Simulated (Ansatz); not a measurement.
Geometry relaxation, with input and output: Ga17N15 (charge −2) (part 1 of 2)

System: Ga17N15 (defect cell, 32 atoms in the cell, total charge −2).
Method: DFT PBE, scalar-relativistic, plane waves, PAW, no spin polarisation (Ansatz 0.2.0).

The structure derives from a Materials Project entry. It belongs to a series of runs on one base structure; here: Ga on a N site (c), charge -2, atoms relaxed at the host's cell.

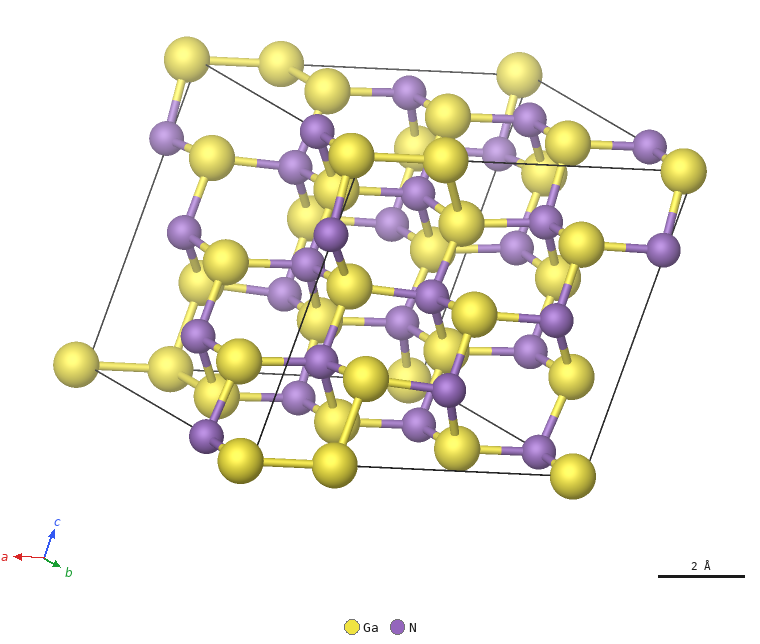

**Figure 1.** The structure as given in the input (ball-and-stick view of the cell of the calculation, seen at an oblique angle). Near neighbours in the crystal (not all of them lie inside the picture): Ga has 1 Ga at 2.23 Å and 3 N at 1.97 Å; Ga has 4 N at 1.94 to 1.97 Å; Ga has 4 Ga at 2.23 Å; N has 4 Ga at 1.94 to 1.97 Å.

**Input**
```yaml
crystal:
  lattice:
    - [4.5484769875, 4.5484769875, 4.5484769875]
    - [-4.5484769875, 4.5484769875, -4.5484769875]
    - [-4.5484769875, -4.5484769875, 4.5484769875]
  atoms:
    - { symbol: Ga, position: [0.4671379332, 0.7171379332, 0.7171379332] }
    - { symbol: Ga, position: [0.4982118852, 0.5066329507, 0.0] }
    - { symbol: Ga, position: [0.75, 0.5066329507, 0.7482118852] }
    - { symbol: Ga, position: [0.5084210655, 0.2517881148, 0.2517881148] }
    - { symbol: Ga, position: [0.75, 0.2828620668, 0.0] }
    - { symbol: Ga, position: [0.0017881148, 0.2517881148, 0.7584210655] }
    - { symbol: Ga, position: [0.4982118852, 0.0, 0.5066329507] }
    - { symbol: Ga, position: [0.75, 0.0, 0.2828620668] }
    - { symbol: Ga, position: [0.0328620668, 0.0, 0.0] }
    - { symbol: Ga, position: [0.2566329507, 0.0, 0.7482118852] }
    - { symbol: Ga, position: [0.75, 0.7482118852, 0.5066329507] }
    - { symbol: Ga, position: [0.0017881148, 0.7584210655, 0.2517881148] }
    - { symbol: Ga, position: [0.2566329507, 0.7482118852, 0.0] }
    - { symbol: Ga, position: [-0.0084210655, 0.4933670493, 0.4933670493] }
    - { symbol: Ga, position: [0.2433670493, 0.4933670493, 0.2415789345] }
    - { symbol: Ga, position: [0.2433670493, 0.2415789345, 0.4933670493] }
    - { symbol: Ga, position: [0.75, 0.0, 0.0] }
    - { symbol: "N", position: [0.75, 0.7428026436, 0.2586257265] }
    - { symbol: "N", position: [0.0086257265, 0.7428026436, 0.0] }
    - { symbol: "N", position: [0.75, 0.5, 0.5] }
    - { symbol: "N", position: [0.0071973564, 0.5158230829, 0.2571973564] }
    - { symbol: "N", position: [0.25, 0.5, 0.0] }
    - { symbol: "N", position: [0.75, 0.2586257265, 0.7428026436] }
    - { symbol: "N", position: [0.0071973564, 0.2571973564, 0.5158230829] }
    - { symbol: "N", position: [0.2658230829, 0.2571973564, 0.2571973564] }
    - { symbol: "N", position: [0.4928026436, 0.2586257265, 0.0] }
    - { symbol: "N", position: [0.0086257265, 0.0, 0.7428026436] }
    - { symbol: "N", position: [0.25, 0.0, 0.5] }
    - { symbol: "N", position: [0.4928026436, 0.0, 0.2586257265] }
    - { symbol: "N", position: [0.2341769171, 0.7413742735, 0.7413742735] }
    - { symbol: "N", position: [0.4913742735, 0.7413742735, 0.4841769171] }
    - { symbol: "N", position: [0.4913742735, 0.4841769171, 0.7413742735] }
  host:
    lattice:
      - [0.0, 2.2742384937, 2.2742384937]
      - [2.2742384937, 0.0, 2.2742384937]
      - [2.2742384937, 2.2742384937, 0.0]
    atoms:
      - { symbol: Ga, position: [0.0, 0.0, 0.0] }
      - { symbol: "N", position: [0.75, 0.75, 0.75] }
total_charge: -2
basis:
  ecutwfc: 420
  xc_grid: 2
kpoints:
  mp_grid: { grid: [2, 2, 2], shift: [0.5, 0.5, 0.5] }
hamiltonian:
  xc: pbe
scf:
  occupations: { method: gaussian, width: 0.01 }
output:
  forces: true
  stress: false
  eigenvalues: true
  charged_corrections:
    defect_position: [0.75, 0.0, 0.0]
    epsilon: [[10.9988, 0.0, 0.0], [0.0, 10.9988, 0.0], [0.0, 0.0, 10.9988]]
relax:
  adjacent_minimum: "off"
  f_tol: 0.025
  max_steps: 45
```

Launch command:
```bash
ansatz run input.yaml --threads 4 --pin off --max-ram 6144MiB --backend cpu --events-out ev --progress --plain --runs-dir out
```

**Output**
```
Engine: ansatz 0.2.0, x86_64-unknown-linux-gnu
Pseudopotentials: kind: paw
Pseudopotential: Ga, paw, valence charge 13, recommended cutoff 420 eV (normal), Ga.paw.azcp
Pseudopotential: N, paw, valence charge 5, recommended cutoff 420 eV (normal), N.paw.azcp
Functional definition: PBE
  parameter kappa = 0.804
  parameter beta = 0.06672455060314922
  exchange = pbe_x(kappa = kappa, mu = beta*pi^2/3)
  correlation = pbe_c(beta = beta)
Crystal: 32 atoms, lattice volume = 376.407 Å³
Basis set: ecut = 420 eV, 7395 PW (Γ), exchange–correlation on 108×108×108 points (8 copies of the dense FFT grid, shifted against one another)
Bands: 181, of which v1, the nominal top of the filled ones, is band 149 counted from 1 (148 counted from 0)
Symmetry: 24 space group operations
Space group: I-43m (ITA 217), of the structure as read, at distance tolerance 7.2e-5 Å
k-points: 2 of 8 (time reversal used)
Non-local potential: Ga, projectors of the file, l = 0: 2, l = 1: 2, l = 2: 3, l = 3: 1
Non-local potential: N, projectors of the file, l = 0: 2, l = 1: 2, l = 2: 1
PAW form: soft (Blöchl's): semilocal exchange-correlation on the pseudo side does not see the compensation charge
PAW one-centre angular grid: Ga, 590 points (default); XC on 64 Gauss nodes
PAW one-centre angular grid: N, 110 points (default); XC on 64 Gauss nodes
Initial density: superposition of atomic densities (neutral atoms scaled as one to the charged cell's electrons: chi_scale 0, normalization atom), corrected by the library's trained network
Initial wavefunctions: pseudopotential atomic-orbital guess
Functional: x = pbe(κ = 0.804, μ = 0.2195149727645171), c = pbe(β = 0.06672455060314922)
SCF iter   1: F=—  HF=-70057.702204 eV  |F-HF|=—  |Δ(HF+E_count)|=         —  Δρ=3.35e-2  dr2=3.20e0  ethr=1.77e-3  ⟨swp⟩=6.5  Hψ=1265  notcnv=0  defer=13
preconditioner: auto → Resta (q_TF=auto, 2.624 Å⁻¹)  ε∞=5.3  [insulator: Δε(μ)=1.690 eV  Ē_g=15.844 eV  σ=0.010 eV  W_gap=1.00  n_scr=134 (ndim 8)  ℏωp=33.0 eV  f_vac=0.001  D(μ)=0.00/eV (n_scr^D=0)  ε∞_Penn≈5.3]
SCF iter   2: F=—  HF=-70056.644806 eV  |F-HF|=—  |Δ(HF+E_count)|=    1.06e0  Δρ=1.09e-2  dr2=6.05e-1  ethr=1.07e-3  ⟨swp⟩=2.0  Hψ=696  notcnv=0  defer=54
SCF iter   3: F=—  HF=-70056.404369 eV  |F-HF|=—  |Δ(HF+E_count)|=   2.40e-1  Δρ=5.38e-3  dr2=1.31e-1  ethr=2.03e-4  ⟨swp⟩=2.0  Hψ=586  notcnv=0  defer=54
SCF iter   4: F=—  HF=-70056.368935 eV  |F-HF|=—  |Δ(HF+E_count)|=   3.54e-2  Δρ=2.07e-3  dr2=1.22e-2  ethr=4.38e-5  ⟨swp⟩=2.5  Hψ=702  notcnv=0  defer=51
SCF iter   5: F=—  HF=-70056.375214 eV  |F-HF|=—  |Δ(HF+E_count)|=   6.28e-3  Δρ=9.76e-4  dr2=2.60e-3  ethr=4.08e-6  ⟨swp⟩=2.0  Hψ=618  notcnv=0  defer=51
SCF iter   6: F=—  HF=-70056.374752 eV  |F-HF|=—  |Δ(HF+E_count)|=   4.63e-4  Δρ=1.94e-4  dr2=1.56e-4  ethr=8.72e-7  ⟨swp⟩=2.0  Hψ=609  notcnv=0  defer=51
SCF iter   7: F=—  HF=-70056.374800 eV  |F-HF|=—  |Δ(HF+E_count)|=   4.81e-5  Δρ=1.24e-4  dr2=4.95e-5  ethr=5.23e-8  ⟨swp⟩=2.0  Hψ=544  notcnv=0  defer=51
SCF iter   8: F=-70056.374805 eV  HF=-70056.374806 eV  |F-HF|=1.12e-6  |Δ(HF+E_count)|=   5.89e-6  Δρ=3.78e-5  dr2=4.87e-6  ethr=5.24e-9  ⟨swp⟩=11.5  Hψ=1793  notcnv=0
SCF 1 converged in 8 iterations: F = -70056.374805 eV  dr2 = 4.87e-6
  greatest PAW one-centre occupation: 0.995 electrons in one spin orbital (limit 2), on the Ga atom at site 11 (counted from 0), in its partial waves of l = 2
relax step   1: F+E_penalty+E_count = -70056.37480473 eV  Δ(F+E_penalty+E_count) = +0.000e0 eV  max|allowed force component| = 5.377e-1 eV/Å  Δτ_max = 0.0000 Å  (8 SCF iters, dr2 threshold 1.56e-5 eV, accepted)
Initial density: handed on by an earlier stage of this run
Initial wavefunctions: those handed on with the density
iter 1 solved again at ethr=2.25e-6 eV; its pass at ethr=3.10e-3 eV (dr2=6.72e-3 eV) is discarded
SCF iter   1: F=—  HF=-70056.474466 eV  |F-HF|=—  |Δ(HF+E_count)|=         —  Δρ=2.30e-3  dr2=6.95e-3  ethr=2.25e-6  ⟨swp⟩=2.0  Hψ=976  notcnv=0  defer=51
preconditioner: auto → Resta (q_TF=auto, 2.624 Å⁻¹)  ε∞=5.0  [insulator: Δε(μ)=1.475 eV  Ē_g=16.453 eV  σ=0.010 eV  W_gap=1.00  n_scr=134 (ndim 8)  ℏωp=33.0 eV  f_vac=0.000  D(μ)=0.00/eV (n_scr^D=0)  ε∞_Penn≈5.0]
SCF iter   2: F=—  HF=-70056.473947 eV  |F-HF|=—  |Δ(HF+E_count)|=   5.19e-4  Δρ=1.22e-3  dr2=2.19e-3  ethr=2.25e-6  ⟨swp⟩=2.0  Hψ=316  notcnv=0  defer=51
SCF iter   3: F=—  HF=-70056.473781 eV  |F-HF|=—  |Δ(HF+E_count)|=   1.66e-4  Δρ=1.35e-4  dr2=6.97e-5  ethr=7.34e-7  ⟨swp⟩=2.0  Hψ=494  notcnv=0  defer=51
SCF iter   4: F=-70056.473746 eV  HF=-70056.473765 eV  |F-HF|=1.89e-5  |Δ(HF+E_count)|=   1.59e-5  Δρ=6.59e-5  dr2=1.78e-5  ethr=6.06e-9  ⟨swp⟩=11.5  Hψ=1772  notcnv=0
SCF 2 converged in 4 iterations: F = -70056.473746 eV  dr2 = 1.78e-5
  greatest PAW one-centre occupation: 0.995 electrons in one spin orbital (limit 2), on the Ga atom at site 15 (counted from 0), in its partial waves of l = 2
relax step   2: F+E_penalty+E_count = -70056.47374613 eV  Δ(F+E_penalty+E_count) = -9.894e-2 eV  max|allowed force component| = 8.562e-2 eV/Å  Δτ_max = 0.0289 Å  (4 SCF iters, dr2 threshold 1.81e-5 eV, accepted)
SCF iter   1: F=—  HF=-70056.482277 eV  |F-HF|=—  |Δ(HF+E_count)|=         —  Δρ=6.91e-4  dr2=1.24e-3  ethr=2.08e-6  ⟨swp⟩=3.0  Hψ=758  notcnv=0  defer=51
preconditioner: auto → Resta (q_TF=auto, 2.624 Å⁻¹)  ε∞=5.0  [insulator: Δε(μ)=1.504 eV  Ē_g=16.453 eV  σ=0.010 eV  W_gap=1.00  n_scr=134 (ndim 8)  ℏωp=33.0 eV  f_vac=0.000  D(μ)=0.00/eV (n_scr^D=0)  ε∞_Penn≈5.0]
SCF iter   2: F=—  HF=-70056.482110 eV  |F-HF|=—  |Δ(HF+E_count)|=   1.67e-4  Δρ=3.57e-4  dr2=3.35e-4  ethr=4.15e-7  ⟨swp⟩=1.0  Hψ=418  notcnv=0  defer=51
SCF iter   3: F=—  HF=-70056.482084 eV  |F-HF|=—  |Δ(HF+E_count)|=   2.62e-5  Δρ=1.19e-4  dr2=4.90e-5  ethr=1.13e-7  ⟨swp⟩=3.0  Hψ=609  notcnv=0  defer=51
SCF iter   4: F=—  HF=-70056.481973 eV  |F-HF|=—  |Δ(HF+E_count)|=   1.10e-4  Δρ=2.94e-5  dr2=2.98e-6  ethr=1.64e-8  ⟨swp⟩=2.0  Hψ=608  notcnv=0  defer=51
SCF iter   5: F=—  HF=-70056.481974 eV  |F-HF|=—  |Δ(HF+E_count)|=   4.18e-7  Δρ=1.22e-5  dr2=4.34e-7  ethr=1.00e-9  ⟨swp⟩=2.0  Hψ=545  notcnv=0  defer=51
SCF iter   6: F=-70056.481974 eV  HF=-70056.481974 eV  |F-HF|=8.00e-10  |Δ(HF+E_count)|=   1.29e-7  Δρ=4.20e-6  dr2=7.15e-8  ethr=3.36e-11  ⟨swp⟩=11.5  Hψ=1625  notcnv=0
SCF 3 converged in 6 iterations: F = -70056.481974 eV  dr2 = 7.15e-8
relax step   3: F+E_penalty+E_count = -70056.48197363 eV  Δ(F+E_penalty+E_count) = -8.228e-3 eV  max|allowed force component| = 1.824e-2 eV/Å  Δτ_max = 0.0058 Å  (6 SCF iters, accepted)
```

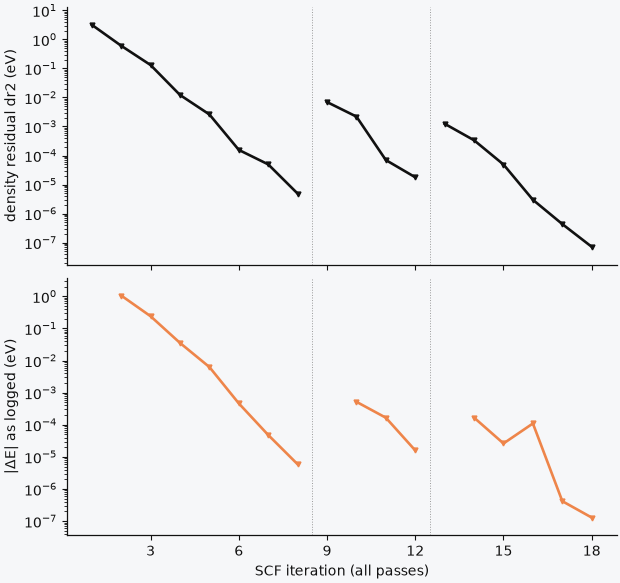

**Figure 2.** Convergence of the self-consistent field: density residual dr2 and size of the energy change against the SCF iteration. The dotted lines part the SCF passes of the relaxation: geometry steps, rejected trials and re-solves on a re-selected basis. The passes take 8, 4 and 6 iterations.

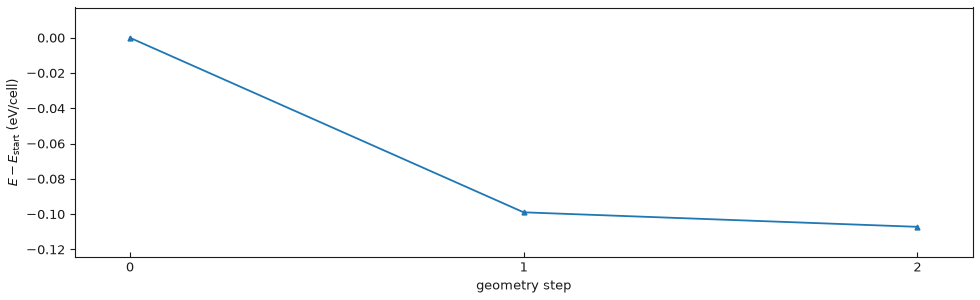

**Figure 3.** Progress of the relaxation, step by step (the first geometry is step 0 here and step 1 in the log).

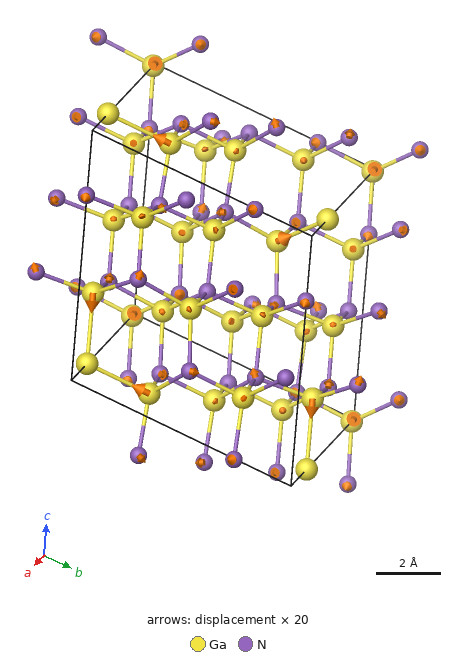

**Figure 4.** The starting structure with the displacements as orange arrows, magnified 20 times (ball-and-stick view of the cell of the calculation, with bonded neighbours outside it, seen slightly off an axis). After 2 geometry steps the energy has fallen by 0.107 eV per cell of the calculation. Largest force component: 0.54 eV/Å at the start, 0.018 eV/Å at the end. The largest moves, 0.033 Å, are those of Ga1, Ga5, Ga8 and Ga9. By element the largest moves are Ga 0.033 Å, N 0.016 Å. The cell stays as it was. Among the contacts that change: Ga1–Ga17 2.228 → 2.196 Å, Ga1–N30 1.971 → 1.989 Å, Ga10–N27 1.940 → 1.932 Å. (Atoms are counted from 1 in the order of the input.)

```
SCF converged after 6 iterations
Free energy (F): -70056.481974 eV
Harris-Foulkes:  -70056.481974 eV  (|F-HF|=8.00e-10)
Internal energy: -70056.481974 eV  (E = F + TS)
E sigma→0 (E₀):  -70056.481974 eV
Fermi energy:    11.976100 eV
--- Per-component energies (eV) ---
  E_band       = -103.104748
  E_kinetic    = 3979.298286
  E_local      = -32897.417447  (includes V_loc(G=0)·N_el)
  E_nonlocal   = 7959.420473
  E_hartree    = 15185.414891
  E_xc         = -2099.859044
  E_vxc        = -2166.185174  (∫ρ·V_xc dr)
  E_paw        = -35764.190083  (= ΣΔE_a)
  E_vpaw       = -7349.039354  (= ΣTr[D̂ρ^β])
  E_aug_tail   = 0.000245  (compensation charges beyond the density's cutoff)
  E_ewald      = -26419.149294
  E_smearing   = -0.000000  (= −TS)
  E_closure    = 0.000000  (closes the sum)
  E_deformation_potential = -35.969811  (in the stress; not in F)
  Σ components = -70056.481974   (vs F -70056.481974, Δ=0.00e0)
--- Forces (eV/Å), atoms counted from 1 ---
  atom   1  Ga    -0.00582230     0.00582230     0.00582230
  atom   2  Ga     0.01270607    -0.00866245     0.01270607
  atom   3  Ga     0.00866245    -0.01270607     0.01270607
  atom   4  Ga    -0.00866245    -0.01270607    -0.01270607
  atom   5  Ga     0.00582230    -0.00582230     0.00582230
  atom   6  Ga     0.01270607     0.00866245    -0.01270607
  atom   7  Ga     0.01270607     0.01270607    -0.00866245
  atom   8  Ga     0.00582230     0.00582230    -0.00582230
  atom   9  Ga    -0.00582230    -0.00582230    -0.00582230
  atom  10  Ga    -0.01270607    -0.01270607    -0.00866245
  atom  11  Ga     0.00866245     0.01270607    -0.01270607
  atom  12  Ga     0.01270607    -0.01270607     0.00866245
  atom  13  Ga    -0.01270607    -0.00866245    -0.01270607
  atom  14  Ga    -0.00866245     0.01270607     0.01270607
  atom  15  Ga    -0.01270607     0.00866245     0.01270607
  atom  16  Ga    -0.01270607     0.01270607     0.00866245
  atom  17  Ga    -0.00000000     0.00000000    -0.00000000
  atom  18  N      0.01823858    -0.01499766     0.01499766
  atom  19  N      0.01499766    -0.01823858     0.01499766
  atom  20  N      0.00000000    -0.00000000     0.00000000
  atom  21  N     -0.01499766     0.01499766     0.01823858
  atom  22  N      0.00000000     0.00000000     0.00000000
  atom  23  N      0.01823858     0.01499766    -0.01499766
  atom  24  N     -0.01499766     0.01823858     0.01499766
  atom  25  N     -0.01823858     0.01499766     0.01499766
  atom  26  N     -0.01499766    -0.01823858    -0.01499766
  atom  27  N      0.01499766     0.01499766    -0.01823858
  atom  28  N      0.00000000     0.00000000     0.00000000
  atom  29  N     -0.01499766    -0.01499766    -0.01823858
  atom  30  N     -0.01823858    -0.01499766    -0.01499766
  atom  31  N      0.01499766     0.01823858    -0.01499766
  atom  32  N      0.01499766    -0.01499766     0.01823858
  max |Σ_I F_I| component: 1.39e-17 eV/Å
--- Charged-cell corrections in eV (Makov–Payne, q = -2.000 e, ε = 10.999) ---
  F (periodic)     = -70056.481974  (uncorrected; the corrections below are reported, never added to it)
  E_corr1          = +1.047491  (monopole, q²α_M/2εL)
  F Makov-Payne    = -70055.434482  (F + E_corr1; no measured alignment; for a localised charge, not one spread in a band: unchecked)
  no potential alignment in this run, which stands beside a crystal: run the host's input off ansatz write-host-input, and read the two finished runs by ansatz place-levels (neither reads a slab, a wire or a sheet, whose cell leaves a vacuum)
--- Band table (eV) ---
```
